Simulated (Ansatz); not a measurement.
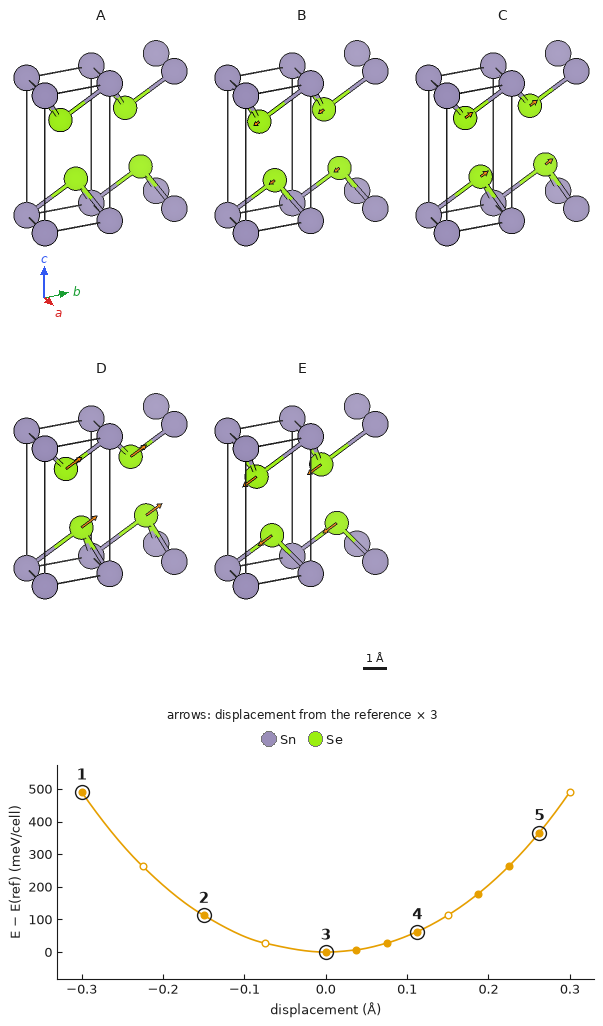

Energy scan for solid SnSe$_{2}$ (P-3m1), in which the whole Se sublattice is shifted rigidly, towards the nearest copy of atom 1 (Sn) at 2.682 Å, all else fixed. The frames are shuffled; the numbered points of the plot belong to them. Hollow markers are points alike by symmetry, not computed again. A ball-and-stick model of the cell of the calculation, repeated 1 × 2 × 1 with one cell outlined, seen slightly off an axis. Orange arrows: displacements from the reference.

Level of theory: DFT PBE, scalar-relativistic, plane waves, PAW (Ansatz). Set-up: plane-wave cutoff 420 eV; k-point mesh 12 × 12 × 6; occupations gaussian; smearing width 0.05 eV; no spin polarisation. Energies (free energies at the smearing named) are counted from the cell as listed in its source, which wasn't relaxed.

### Which frame belongs to which numbered point?

Point 1 is frame D (the displacement −0.30 Å, 491 meV/cell); 2 is frame C (the displacement −0.15 Å, 113 meV/cell); 3 is frame A (the displacement 0.00 Å, 0 meV/cell); 4 is frame B (the displacement 0.1125 Å, 63 meV/cell); 5 is frame E (the displacement 0.2625 Å, 366 meV/cell). The lowest computed point lies at the displacement 0.00 Å (0 meV/cell). The end points stand at 491 meV/cell (−0.30 Å) and 491 meV/cell (0.30 Å). The curvature at zero is about 9.8 eV/Å² per cell. The well is symmetric. At the highest point the shortest interatomic distance is 2.38 Å, against 2.68 Å in the reference. The distortion takes the space group from P-3m1 to Cm.

Limits of the set-up: layers or molecules are held without a dispersion correction, so their spacing is unreliable.
